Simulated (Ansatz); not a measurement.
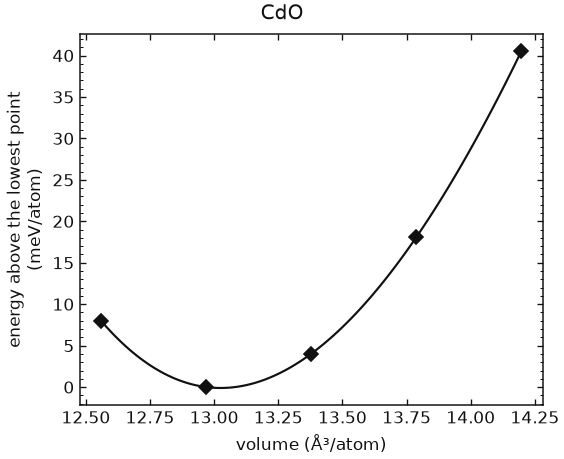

The picture above shows the energy above the lowest point against volume for CdO, space group Fm-3m (No. 225) (one of a set of cubic test structures, which need not be the stable phase).

How it was computed, with Ansatz 0.2.0 development build: equation of state of a cubic crystal from periodic Kohn-Sham density functional theory without spin, third-order Birch-Murnaghan fit to the free energies; pressure corrected for the finite basis. Level: HSE06.

- structure type: rock salt
- atoms in cell: 2
- space group number: 225
- lattice centring: face-centred primitive
- k mesh: 4×4×4
- occupation method: Fermi–Dirac
- occupation width: 0.05 eV
- wave cutoff: 700 eV
- datasets: hard PAW
- density tolerance: 0 eV
- bands: 17
- density cutoff ratio: 4
- search for lower states: default
- exchange singularity: regularized

From this curve and the settings, what does the calculation give for the pressure at the same points?

The pressure falls from 5.8 GPa at volume 12.56 Å³/atom to −10.2 GPa at 14.20 Å³/atom, and changes sign near 13.03 Å³/atom.

```json
{"volume (Å³/atom)": "12.56", "pressure (GPa)": "5.8"}
{"volume (Å³/atom)": "12.97", "pressure (GPa)": "0.6"}
{"volume (Å³/atom)": "13.38", "pressure (GPa)": "-3.7"}
{"volume (Å³/atom)": "13.79", "pressure (GPa)": "-7.2"}
{"volume (Å³/atom)": "14.20", "pressure (GPa)": "-10.2"}
```

Keep in mind: coarse k-mesh, values are not converged in k; pseudopotentials made with PBE, not this functional.
